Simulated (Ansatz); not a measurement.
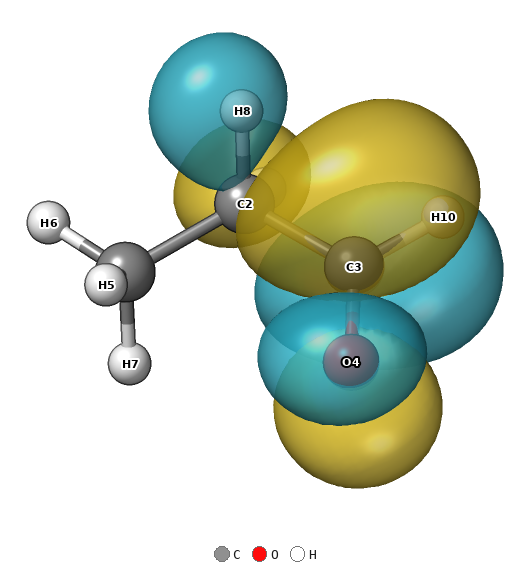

Figure. C$_{3}$H$_{6}$O (SMILES CCC=O). The LUMO at ±0.08 Å⁻³ᐟ² (yellow and cyan are the two phases), seen at a tilt.

Geometry: B3LYP-D3(BJ)/def2-SVP.

These are results of isolated molecule in a Gaussian basis; Kohn-Sham density functional theory, functional PBE0 (Ansatz 0.2.0), not measurements.

```xyz
10

C    -1.2037   -0.2681   -0.8067
C     0.3028   -0.4450   -0.9411
C     0.7178   -1.3296   -2.0918
O    -0.0447   -1.8656   -2.8557
H    -1.7006   -1.2385   -0.6579
H    -1.4514    0.3830    0.0449
H    -1.6293    0.1763   -1.7188
H     0.7534   -0.8758   -0.0261
H     0.8240    0.5226   -1.0755
H     1.8281   -1.4660   -2.2002
```

### What is the character of this orbital?

By Hirshfeld shares it lies mainly on C3 (about 45 %), O4 (about 30 %) and H10 (about 5 %); π-antibonding (π*) across C3–O4. Its energy is −0.70 eV.
